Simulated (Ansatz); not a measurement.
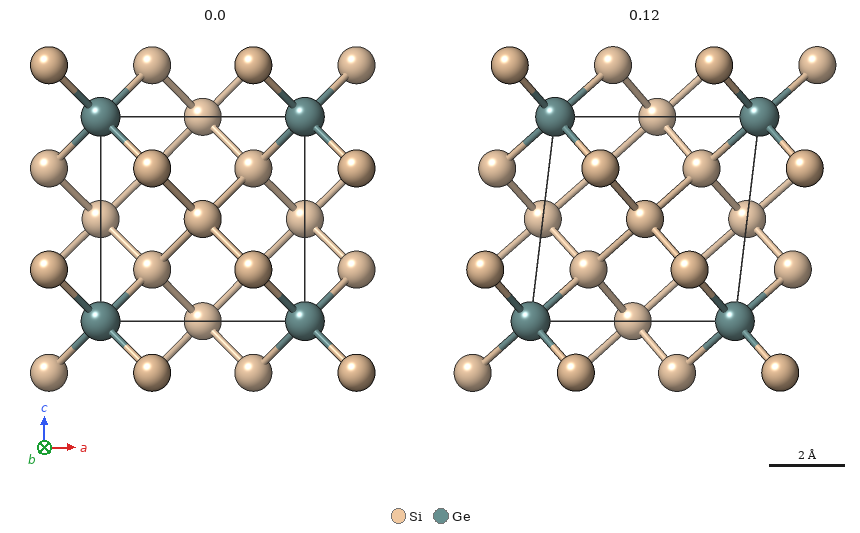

Crystalline Si7Ge (set up in P-43m), under shear of c along a (cell held, atoms relaxed), with energies (extrapolated to zero smearing) counted from the relaxed crystal, which is the row at zero. The picture shows the first and the last member. Style: ball-and-stick. Shown: the cell of the calculation, along the b axis.

Computed with Ansatz 0.2.0: DFT r2SCAN, scalar-relativistic, plane waves, PAW. Settings: plane-wave cutoff 500 eV; k-point mesh 8 × 8 × 8; occupations gaussian; smearing width 0.02 eV; no spin polarisation; atoms relaxed in a fixed cell; force threshold 0.008 eV/Å.

| strain | energy (meV/atom) | a (Å) | c (Å) |
| --- | --- | --- | --- |
| 0.0 | 0.00 | 5.468 | 5.468 |
| 0.02 | 2.05 | 5.468 | 5.469 |
| 0.04 | 8.19 | 5.468 | 5.472 |
| 0.06 | 18.42 | 5.468 | 5.478 |
| 0.08 | ? | ? | ? |
| 0.12 | 72.52 | 5.468 | 5.507 |

One row is withheld. What does the calculation give there?

Answer. A parabola through three neighbouring rows (0.04, 0.06, 0.12) gives, with Lagrange weights, (−0.5000)(8.19) + (1.3333)(18.42) + (0.1667)(72.52) = 32.55 meV/atom. The calculation gives 32.69 meV/atom (a = 5.468 Å, c = 5.485 Å). The estimate is 0.14 meV/atom too low. From the first member to the last: Ge–Si 2.391 → 2.442 Å, Si–Si 2.360 → 2.410 Å, Si–Si 2.360 → 2.321 Å.

The whole series:

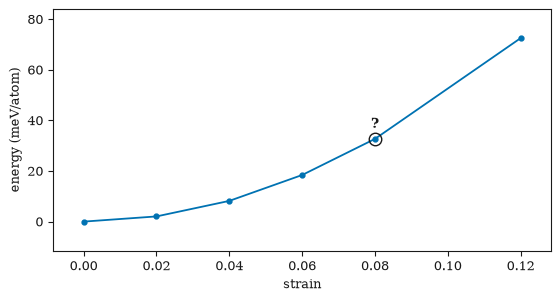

Each member starts from this one structure; whether another phase lies lower wasn't checked.
